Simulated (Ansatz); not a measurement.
# Ag(111) with 4 layers of random Ag-Al, 2x2: scattering by chemical disorder

Wanted: resistance against the alloy's length, first Ag(111) with 4 layers of random Ag-Al, 2x2.

Method: Ansatz plane-wave DFT, PBE, PAW files; ballistic transport by layer matching (Landauer), zero bias; PAW set soft_1, in Ansatz 0.2.0.

## 1. Set-up

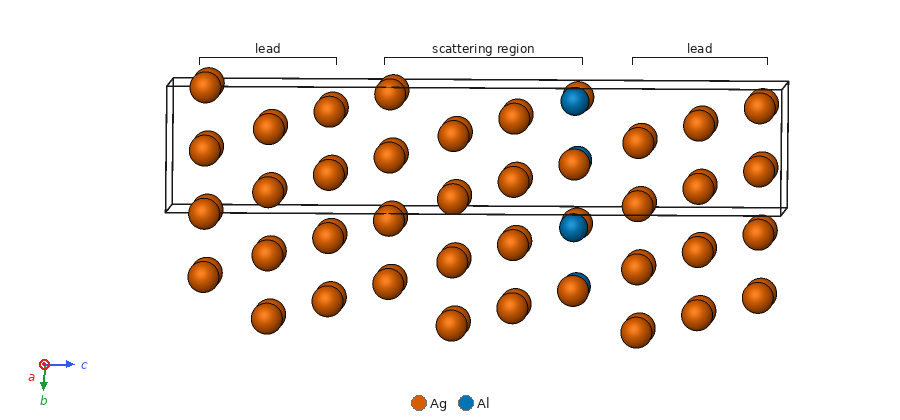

The starting structure, seen from the side, with the c axis across the page (silver orange, aluminium blue). 1×2×1 cells are drawn.

The cell holds 40 atoms: 38 Ag and 2 Al. Its edges and angles: a = 5.779 Å, b = 5.779 Å, c = 23.651 Å, α = 93.5°, β = 86.5°, γ = 120.0°. It derives from Ag. Regions: lead, 24 atoms (24 Ag); scattering region, 16 atoms (14 Ag and 2 Al). The structure is stacked along c, and the current runs across the ab planes.

## 2. With 4 alloy layers

In 4 layers a share of 0.125 of the sites is given to Al at random. The layers about the cell's end stay perfect and serve as the lead. Energies from -0.05 to 0.05 eV in steps of 0.05 eV are too few for the program's thermal sum, so it prints no conductance; for a metal the transmission near the Fermi level serves, at a fraction of the cost.

 

Input file input.yaml:

```yaml
crystal:
  lattice:
    - [5.7787594586, 0.0, 0.0]
    - [-2.8893797293, 5.0045524935, 0.0]
    - [1.4446898646, -0.8340920822, 23.5916866996]
  atoms:
    - { symbol: Ag, position: [0.9916666667, 0.0083333333, 0.05] }
    - { symbol: Ag, position: [0.9916666667, 0.5083333333, 0.05] }
    - { symbol: Ag, position: [0.4916666667, 0.0083333333, 0.05] }
    - { symbol: Ag, position: [0.4916666667, 0.5083333333, 0.05] }
    - { symbol: Ag, position: [0.1416666667, 0.3583333333, 0.15] }
    - { symbol: Ag, position: [0.1416666667, 0.8583333333, 0.15] }
    - { symbol: Ag, position: [0.6416666667, 0.3583333333, 0.15] }
    - { symbol: Ag, position: [0.6416666667, 0.8583333333, 0.15] }
    - { symbol: Ag, position: [0.2916666667, 0.2083333333, 0.25] }
    - { symbol: Ag, position: [0.2916666667, 0.7083333333, 0.25] }
    - { symbol: Ag, position: [0.7916666667, 0.2083333333, 0.25] }
    - { symbol: Ag, position: [0.7916666667, 0.7083333333, 0.25] }
    - { symbol: Ag, position: [0.9416666667, 0.0583333333, 0.35] }
    - { symbol: Ag, position: [0.9416666667, 0.5583333333, 0.35] }
    - { symbol: Ag, position: [0.4416666667, 0.0583333333, 0.35] }
    - { symbol: Ag, position: [0.4416666667, 0.5583333333, 0.35] }
    - { symbol: Ag, position: [0.0916666667, 0.4083333333, 0.45] }
    - { symbol: Ag, position: [0.0916666667, 0.9083333333, 0.45] }
    - { symbol: Ag, position: [0.5916666667, 0.4083333333, 0.45] }
    - { symbol: Ag, position: [0.5916666667, 0.9083333333, 0.45] }
    - { symbol: Ag, position: [0.2416666667, 0.2583333333, 0.55] }
    - { symbol: Ag, position: [0.2416666667, 0.7583333333, 0.55] }
    - { symbol: Ag, position: [0.7416666667, 0.2583333333, 0.55] }
    - { symbol: Ag, position: [0.7416666667, 0.7583333333, 0.55] }
    - { symbol: Al, position: [0.8916666667, 0.1083333333, 0.65] }
    - { symbol: Ag, position: [0.8916666667, 0.6083333333, 0.65] }
    - { symbol: Ag, position: [0.3916666667, 0.1083333333, 0.65] }
    - { symbol: Al, position: [0.3916666667, 0.6083333333, 0.65] }
    - { symbol: Ag, position: [0.0416666667, 0.4583333333, 0.75] }
    - { symbol: Ag, position: [0.0416666667, 0.9583333333, 0.75] }
    - { symbol: Ag, position: [0.5416666667, 0.4583333333, 0.75] }
    - { symbol: Ag, position: [0.5416666667, 0.9583333333, 0.75] }
    - { symbol: Ag, position: [0.1916666667, 0.3083333333, 0.85] }
    - { symbol: Ag, position: [0.1916666667, 0.8083333333, 0.85] }
    - { symbol: Ag, position: [0.6916666667, 0.3083333333, 0.85] }
    - { symbol: Ag, position: [0.6916666667, 0.8083333333, 0.85] }
    - { symbol: Ag, position: [0.8416666667, 0.1583333333, 0.95] }
    - { symbol: Ag, position: [0.8416666667, 0.6583333333, 0.95] }
    - { symbol: Ag, position: [0.3416666667, 0.1583333333, 0.95] }
    - { symbol: Ag, position: [0.3416666667, 0.6583333333, 0.95] }
kpoints:
  mp_grid: { grid: [4, 4, 1] }
hamiltonian:
  xc: pbe
  pseudopotentials: { kind: paw, azcp: { folder: soft_1 } }
scf:
  occupations: { method: fermi_dirac, width: 0.1 }
output:
  transmission: { leads: [[0, 4]], kmesh: [8, 8], e_range: [-0.05, 0.05], de: 0.05 }
  write_potential: true
  write_density: true
  volumetric_format: npy
```

The run is started by

```sh
$ ansatz run input.yaml --threads 4 --pin off --max-ram 15360MiB --backend cpu --events-out ev --progress --plain --runs-dir out
```

Numbers of over 12 decimals in the logs are rounded to 6 here.

Output:

```text
Engine: ansatz 0.2.0, aarch64-unknown-linux-gnu
Pseudopotentials: kind: paw
Pseudopotential: Ag, paw, valence charge 19, recommended cutoff 420 eV (normal), soft_1/Ag.paw.azcp
Pseudopotential: Al, paw, valence charge 3, recommended cutoff 420 eV (normal), soft_1/Al.paw.azcp
Functional definition: PBE
  parameter kappa = 0.804
  parameter beta = 0.066725
  exchange = pbe_x(kappa = kappa, mu = beta*pi^2/3)
  correlation = pbe_c(beta = beta)
Crystal: 40 atoms, lattice volume = 682.274 Å³
Basis set: ecut = 420 eV, 13363 PW (Γ)
Bands: 437, of which v1, the nominal top of the filled ones, is band 364 counted from 1 (363 counted from 0)
Symmetry: 8 space group operations
Space group: P2/m (ITA 10), of the structure as read, at distance tolerance 8.8e-5 Å
k-points: 7 of 16
Non-local potential: Ag, projectors of the file, l = 0: 3, l = 1: 2, l = 2: 2, l = 3: 1
Non-local potential: Al, projectors of the file, l = 0: 2, l = 1: 2, l = 2: 1
PAW form: soft (Blöchl's): semilocal exchange-correlation on the pseudo side does not see the compensation charge
PAW one-centre angular grid: Ag, 590 points (default); XC on 64 Gauss nodes
PAW one-centre angular grid: Al, 110 points (default); XC on 64 Gauss nodes
Initial density: superposition of atomic densities (chi_scale 0.1, normalization cell, long waves kept (reshape's long-wave potential 0.80 eV rms))
Initial wavefunctions: pseudopotential atomic-orbital guess
Functional: x = pbe(κ = 0.804, μ = 0.219515), c = pbe(β = 0.066725)
SCF iter   1: F=—  HF=-289534.791088 eV  |F-HF|=—  |Δ(HF+E_count)|=         —  Δρ=7.84e-2  dr2=3.24e2  ethr=3.10e-3  ⟨swp⟩=4.9  Hψ=9353  notcnv=0  defer=65
preconditioner: auto → Kerker (q_TF=auto, 2.758 Å⁻¹)  [metal: Δε(μ)=0.010 eV  Ē_g=9.707 eV  σ=0.100 eV  W_gap=0.03  n_scr=254 (ndim 8)  ℏωp=29.3 eV  f_vac=0.000  D(μ)=9.79/eV (n_scr^D=56)]
SCF iter   2: F=—  HF=-289522.123585 eV  |F-HF|=—  |Δ(HF+E_count)|=    1.27e1  Δρ=2.86e-2  dr2=1.60e2  ethr=3.10e-3  ⟨swp⟩=2.0  Hψ=4892  notcnv=0  defer=349
SCF iter   3: F=—  HF=-289518.511538 eV  |F-HF|=—  |Δ(HF+E_count)|=    3.61e0  Δρ=8.97e-3  dr2=3.53e1  ethr=3.10e-3  ⟨swp⟩=1.9  Hψ=3550  notcnv=0  defer=352
SCF iter   4: F=—  HF=-289517.990946 eV  |F-HF|=—  |Δ(HF+E_count)|=   5.21e-1  Δρ=4.94e-3  dr2=7.49e-1  ethr=3.10e-3  ⟨swp⟩=1.4  Hψ=3311  notcnv=0  defer=351
SCF iter   5: F=—  HF=-289517.922154 eV  |F-HF|=—  |Δ(HF+E_count)|=   6.88e-2  Δρ=1.39e-3  dr2=5.22e-1  ethr=1.03e-4  ⟨swp⟩=1.4  Hψ=3073  notcnv=0  defer=354
SCF iter   6: F=—  HF=-289517.913280 eV  |F-HF|=—  |Δ(HF+E_count)|=   8.87e-3  Δρ=8.65e-4  dr2=1.16e-2  ethr=7.18e-5  ⟨swp⟩=1.0  Hψ=2705  notcnv=0  defer=354
SCF iter   7: F=—  HF=-289517.912789 eV  |F-HF|=—  |Δ(HF+E_count)|=   4.91e-4  Δρ=1.96e-4  dr2=4.76e-3  ethr=1.59e-6  ⟨swp⟩=2.3  Hψ=4978  notcnv=0  defer=354
SCF iter   8: F=—  HF=-289517.912708 eV  |F-HF|=—  |Δ(HF+E_count)|=   8.09e-5  Δρ=6.33e-5  dr2=2.19e-4  ethr=6.54e-7  ⟨swp⟩=1.1  Hψ=2706  notcnv=0  defer=354
SCF iter   9: F=—  HF=-289517.912520 eV  |F-HF|=—  |Δ(HF+E_count)|=   1.88e-4  Δρ=2.65e-5  dr2=1.14e-5  ethr=3.01e-8  ⟨swp⟩=1.9  Hψ=3135  notcnv=0  defer=354
SCF iter  10: F=—  HF=-289517.911677 eV  |F-HF|=—  |Δ(HF+E_count)|=   8.43e-4  Δρ=1.21e-5  dr2=1.27e-6  ethr=1.56e-9  ⟨swp⟩=2.1  Hψ=5175  notcnv=0  defer=354
SCF iter  11: F=—  HF=-289517.911677 eV  |F-HF|=—  |Δ(HF+E_count)|=   1.78e-7  Δρ=2.78e-6  dr2=1.42e-7  ethr=1.74e-10  ⟨swp⟩=2.0  Hψ=4988  notcnv=0  defer=354
SCF iter  12: F=-289517.911677 eV  HF=-289517.911677 eV  |F-HF|=6.05e-9  |Δ(HF+E_count)|=   6.87e-9  Δρ=8.59e-7  dr2=9.60e-9  ethr=1.37e-11  ⟨swp⟩=8.3  Hψ=11237  notcnv=0
SCF 1 converged in 12 iterations: F = -289517.911677 eV  dr2 = 9.60e-9
  greatest PAW one-centre occupation: 1.001 electrons in one spin orbital (limit 2), on the Ag atom at site 26 (counted from 0), in its partial waves of l = 0
transmission: 63 of 630 steps passed
transmission: 126 of 630 steps passed
[...]
transmission: 630 of 630 steps passed
SCF converged after 12 iterations
Free energy (F): -289517.911677 eV
Harris-Foulkes:  -289517.911677 eV  (|F-HF|=6.05e-9)
Internal energy: -289517.395274 eV  (E = F + TS)
E sigma→0 (E₀):  -289517.653476 eV
Entropy (-TS):   -0.516403 eV (-12.910 meV/atom)
Fermi energy:    16.793268 eV
--- Per-component energies (eV) ---
  E_band       = -9260.383836
  E_kinetic    = 17819.480851
  E_local      = -92576.074246  (includes V_loc(G=0)·N_el)
  E_nonlocal   = 1220.195462
  E_hartree    = 45496.240507
  E_xc         = -6125.882385
  E_vxc        = -7717.740371  (∫ρ·V_xc dr)
  E_paw        = -151236.249332  (= ΣΔE_a)
  E_vpaw       = -18998.743023  (= ΣTr[D̂ρ^β])
  E_aug_tail   = 0.014266  (compensation charges beyond the density's cutoff)
  E_ewald      = -104115.120398
  E_smearing   = -0.516403  (= −TS)
  E_closure    = -0.000000  (closes the sum)
  Σ components = -289517.911677   (vs F -289517.911677, Δ=0.00e0)
--- Band table (eV; the first three rows and the last of 7) ---
  k-point 0: bands = [... 360 lower, 16.8769, 16.8941, 16.9101, 17.1213, 17.1953, 17.2843, 17.4710, 17.5352, ... 69 higher]
  k-point 1: bands = [... 360 lower, 16.4001, 16.5204, 16.5218, 16.7014, 16.8551, 16.9452, 17.1876, 17.2137, ... 69 higher]
  k-point 2: bands = [... 360 lower, 16.4159, 16.4159, 16.7050, 16.7050, 16.7807, 16.7807, 17.2358, 17.2358, ... 69 higher]
  k-point 6: bands = [... 360 lower, 16.3506, 16.3599, 16.8283, 16.8824, 16.8940, 16.8969, 16.9589, 16.9796, ... 69 higher]
--- Transmission ---
  basis      : 253 plane waves across, 30 finite elements along
  points     : 21, standing for a mesh of 8 x 8
  energies   : 3 from -0.050000 to 0.050000 eV about the Fermi level, 0.050000 eV apart; the leads are filled to 0.000000 eV, and channels, transmission and decay are at 0.000000 eV
  crystal 0  : Ag4, at the sites [0, 4], period 2.3592 Å, over 21.23 Å; its Hamiltonian steps by up to 11.4 meV
    offset         : up to 0.0000 Å between an atom of the period and one for which it stands
    channels       : 3.234375e0 a spin
    conductance    : none, the energies end too early or step too widely for 300 K: set another output.transmission.e_range or a lower de, or, where they end at an eighth of basis.ecutwfc, a higher one
  junction   : crystal 0 to crystal 0, 4.02 to 25.25 Å
    transmission   : 2.921086e0 a spin
    conductance    : none, the energies end too early or step too widely for 300 K: set another output.transmission.e_range or a lower de, or, where they end at an eighth of basis.ecutwfc, a higher one
```

It took 5.2 min on 4 threads of Arm Neoverse V1, shared host; peak memory 5.2 GiB; 17 min of CPU time.

This step gave:

```
free energy                                    : -289517.9117 eV
energy at zero smearing                        : -289517.6535 eV
Fermi energy                                   : 16.79 eV
cell area                                      : 28.92 Å²
transmission per spin nearest the Fermi level  : 2.921
open channels per spin nearest the Fermi level : 3.234
step of the lead's potential                   : 11.4 meV
```

Per spin. The transmission, zone mean stays at 2.92 for energy from -0.05 to 0.05 eV.

Per spin. Open channels, zone mean, lead against energy, zero at the Fermi level:

```
energy (eV)  open channels, zone mean, lead
    -0.0500                            3.33
     0.0000                            3.23
     0.0500                            3.23
```

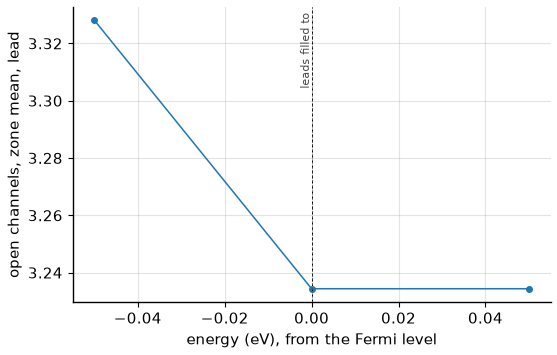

Open channels, zone mean, lead, plotted against energy.

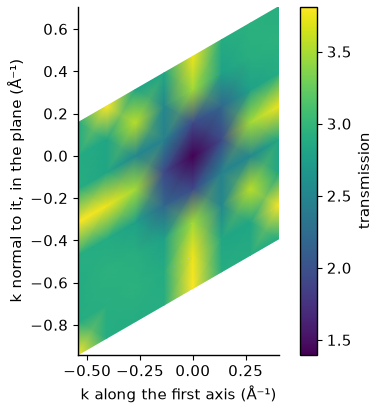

Transmission over k1 and k2. At 0.0000 eV from the Fermi level.

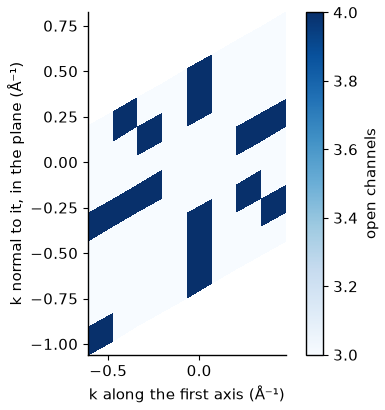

Open channels over k1 and k2. At 0.0000 eV from the Fermi level.

Over the solved energies the transmission per spin lies between 2.92 and 2.93, out of 3.27 channels of the lead on average (up to 3.33).

## 3. With 8 alloy layers

r

System of this step: Ag(111) with 8 layers of random Ag-Al, 2x2. The cell holds 56 atoms: 52 Ag and 4 Al. Cell: a = 5.779 Å, b = 5.779 Å, c = 33.070 Å, α = 87.5°, β = 92.5°, γ = 120.0°. It derives from Ag. Regions: lead, 24 atoms (24 Ag); scattering region, 32 atoms (28 Ag and 4 Al). The structure is stacked along c, and the current runs across the ab planes.

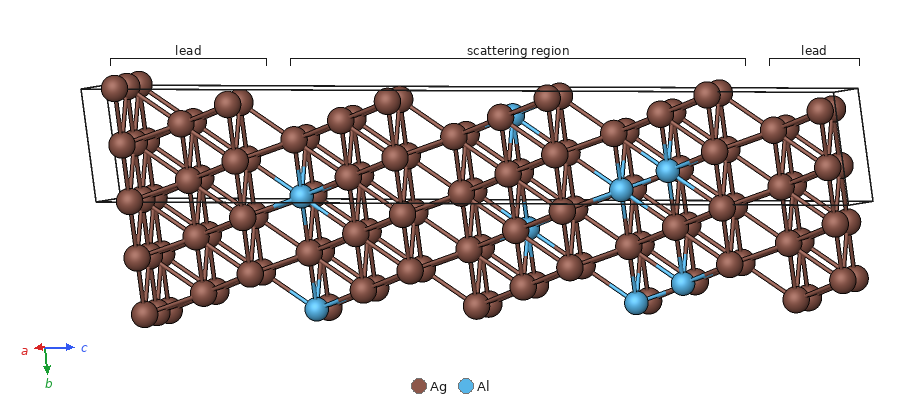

The cell of this step (silver brown, aluminium blue). 1×2×1 cells are drawn. Some periodic images of atoms are drawn too.

Input file input.yaml:

```yaml
crystal:
  lattice:
    - [5.7787594586, 0.0, 0.0]
    - [-2.8893797293, 5.0045524935, 0.0]
    - [-1.4446898646, 0.8340920822, 33.0283613795]
  atoms:
    - { symbol: Ag, position: [0.005952381, 0.994047619, 0.0357142857] }
    - { symbol: Ag, position: [0.005952381, 0.494047619, 0.0357142857] }
    - { symbol: Ag, position: [0.505952381, 0.994047619, 0.0357142857] }
    - { symbol: Ag, position: [0.505952381, 0.494047619, 0.0357142857] }
    - { symbol: Ag, position: [0.1845238095, 0.3154761905, 0.1071428571] }
    - { symbol: Ag, position: [0.1845238095, 0.8154761905, 0.1071428571] }
    - { symbol: Ag, position: [0.6845238095, 0.3154761905, 0.1071428571] }
    - { symbol: Ag, position: [0.6845238095, 0.8154761905, 0.1071428571] }
    - { symbol: Ag, position: [0.3630952381, 0.1369047619, 0.1785714286] }
    - { symbol: Ag, position: [0.3630952381, 0.6369047619, 0.1785714286] }
    - { symbol: Ag, position: [0.8630952381, 0.1369047619, 0.1785714286] }
    - { symbol: Ag, position: [0.8630952381, 0.6369047619, 0.1785714286] }
    - { symbol: Ag, position: [0.0416666667, 0.9583333333, 0.25] }
    - { symbol: Ag, position: [0.0416666667, 0.4583333333, 0.25] }
    - { symbol: Al, position: [0.5416666667, 0.9583333333, 0.25] }
    - { symbol: Ag, position: [0.5416666667, 0.4583333333, 0.25] }
    - { symbol: Ag, position: [0.2202380952, 0.2797619048, 0.3214285714] }
    - { symbol: Ag, position: [0.2202380952, 0.7797619048, 0.3214285714] }
    - { symbol: Ag, position: [0.7202380952, 0.2797619048, 0.3214285714] }
    - { symbol: Ag, position: [0.7202380952, 0.7797619048, 0.3214285714] }
    - { symbol: Ag, position: [0.3988095238, 0.1011904762, 0.3928571429] }
    - { symbol: Ag, position: [0.3988095238, 0.6011904762, 0.3928571429] }
    - { symbol: Ag, position: [0.8988095238, 0.1011904762, 0.3928571429] }
    - { symbol: Ag, position: [0.8988095238, 0.6011904762, 0.3928571429] }
    - { symbol: Ag, position: [0.0773809524, 0.9226190476, 0.4642857143] }
    - { symbol: Ag, position: [0.0773809524, 0.4226190476, 0.4642857143] }
    - { symbol: Ag, position: [0.5773809524, 0.9226190476, 0.4642857143] }
    - { symbol: Ag, position: [0.5773809524, 0.4226190476, 0.4642857143] }
    - { symbol: Al, position: [0.255952381, 0.244047619, 0.5357142857] }
    - { symbol: Ag, position: [0.255952381, 0.744047619, 0.5357142857] }
    - { symbol: Ag, position: [0.755952381, 0.244047619, 0.5357142857] }
    - { symbol: Ag, position: [0.755952381, 0.744047619, 0.5357142857] }
    - { symbol: Ag, position: [0.4345238095, 0.0654761905, 0.6071428571] }
    - { symbol: Ag, position: [0.4345238095, 0.5654761905, 0.6071428571] }
    - { symbol: Ag, position: [0.9345238095, 0.0654761905, 0.6071428571] }
    - { symbol: Ag, position: [0.9345238095, 0.5654761905, 0.6071428571] }
    - { symbol: Ag, position: [0.1130952381, 0.8869047619, 0.6785714286] }
    - { symbol: Ag, position: [0.1130952381, 0.3869047619, 0.6785714286] }
    - { symbol: Al, position: [0.6130952381, 0.8869047619, 0.6785714286] }
    - { symbol: Ag, position: [0.6130952381, 0.3869047619, 0.6785714286] }
    - { symbol: Ag, position: [0.2916666667, 0.2083333333, 0.75] }
    - { symbol: Ag, position: [0.2916666667, 0.7083333333, 0.75] }
    - { symbol: Ag, position: [0.7916666667, 0.2083333333, 0.75] }
    - { symbol: Al, position: [0.7916666667, 0.7083333333, 0.75] }
    - { symbol: Ag, position: [0.4702380952, 0.0297619048, 0.8214285714] }
    - { symbol: Ag, position: [0.4702380952, 0.5297619048, 0.8214285714] }
    - { symbol: Ag, position: [0.9702380952, 0.0297619048, 0.8214285714] }
    - { symbol: Ag, position: [0.9702380952, 0.5297619048, 0.8214285714] }
    - { symbol: Ag, position: [0.1488095238, 0.8511904762, 0.8928571429] }
    - { symbol: Ag, position: [0.1488095238, 0.3511904762, 0.8928571429] }
    - { symbol: Ag, position: [0.6488095238, 0.8511904762, 0.8928571429] }
    - { symbol: Ag, position: [0.6488095238, 0.3511904762, 0.8928571429] }
    - { symbol: Ag, position: [0.3273809524, 0.1726190476, 0.9642857143] }
    - { symbol: Ag, position: [0.3273809524, 0.6726190476, 0.9642857143] }
    - { symbol: Ag, position: [0.8273809524, 0.1726190476, 0.9642857143] }
    - { symbol: Ag, position: [0.8273809524, 0.6726190476, 0.9642857143] }
kpoints:
  mp_grid: { grid: [4, 4, 1] }
hamiltonian:
  xc: pbe
  pseudopotentials: { kind: paw, azcp: { folder: soft_1 } }
scf:
  occupations: { method: fermi_dirac, width: 0.1 }
output:
  transmission: { leads: [[0, 4]], kmesh: [8, 8], e_range: [-0.05, 0.05], de: 0.05 }
  write_potential: true
  write_density: true
  volumetric_format: npy
```

Output:

```text
[...]
Crystal: 56 atoms, lattice volume = 955.184 Å³
Basis set: ecut = 420 eV, 18759 PW (Γ)
Bands: 600, of which v1, the nominal top of the filled ones, is band 500 counted from 1 (499 counted from 0)
Symmetry: 2 space group operations
[...]
k-points: 7 of 16 (time reversal used)
[...]
SCF iter   1: F=—  HF=-396887.929726 eV  |F-HF|=—  |Δ(HF+E_count)|=         —  Δρ=7.98e-2  dr2=7.88e2  ethr=3.10e-3  ⟨swp⟩=4.6  Hψ=12759  notcnv=0  defer=124
[...]
SCF iter  15: F=-396862.788264 eV  HF=-396862.788264 eV  |F-HF|=6.25e-8  |Δ(HF+E_count)|=   7.10e-9  Δρ=9.00e-7  dr2=6.55e-8  ethr=1.00e-11  ⟨swp⟩=8.6  Hψ=15690  notcnv=0
SCF 1 converged in 15 iterations: F = -396862.788264 eV  dr2 = 6.55e-8
[...]
transmission: 90 of 861 steps passed
transmission: 177 of 861 steps passed
[...]
transmission: 861 of 861 steps passed
SCF converged after 15 iterations
Free energy (F): -396862.788264 eV
[...]
Internal energy: -396862.299695 eV  (E = F + TS)
E sigma→0 (E₀):  -396862.543979 eV
Entropy (-TS):   -0.488569 eV (-8.724 meV/atom)
Fermi energy:    16.665911 eV
[...]
--- Band table (eV; the first three rows and the last of 7) ---
  k-point 0: bands = [... 496 lower, 16.5929, 16.8460, 16.8653, 16.9123, 17.0093, 17.0640, 17.0705, 17.1971, ... 96 higher]
  k-point 1: bands = [... 496 lower, 16.1936, 16.2380, 16.3433, 16.4016, 16.5094, 16.6471, 16.7413, 16.8733, ... 96 higher]
  k-point 2: bands = [... 496 lower, 16.1365, 16.1518, 16.3022, 16.3136, 16.5370, 16.5631, 16.8338, 16.8634, ... 96 higher]
  k-point 6: bands = [... 496 lower, 16.2258, 16.2476, 16.2609, 16.3049, 16.5444, 16.6854, 16.6881, 16.7407, ... 96 higher]
--- Transmission ---
  basis      : 253 plane waves across, 41 finite elements along
  points     : 21, standing for a mesh of 8 x 8
[...]
channels       : 3.234375e0 a spin
[...]
junction   : crystal 0 to crystal 0, 0.70 to 31.37 Å
    transmission   : 2.513412e0 a spin
[...]
```

Run time: 11 min. Hardware: 4 threads; peak memory 8.8 GiB; 41 min of CPU time.

Numbers from this step:

```yaml
free_energy: -396862.7883 eV
energy_at_zero_smearing: -396862.5440 eV
fermi_energy: 16.67 eV
transmission_per_spin_nearest_the_fermi_level: 2.513
step_of_the_lead_s_potential: 39.4 meV
```

Per spin. Transmission, zone mean against energy, zero at the Fermi level:

| energy (eV) | transmission, zone mean |
| --- | --- |
| -0.0500 | 2.56 |
| 0.0000 | 2.51 |
| 0.0500 | 2.31 |

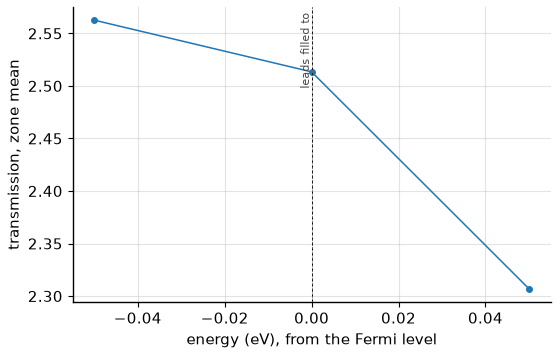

Transmission, zone mean against energy.

Over the solved energies the transmission per spin lies between 2.31 and 2.56, out of 3.23 channels of the lead on average (up to 3.23). The log calls the step of a lead's potential too much.

(Part 1 of 2 ends here.)

[Logs are printed without paths, hosts, clocks, repeated set-up lines and the standing remarks that a program may print on its own settings, such as how far it seeks lower states.]

[Hosts, paths, dates, database ids (printed as entryN), source tags and the programs' standing remarks are cut or masked in the printed files.]
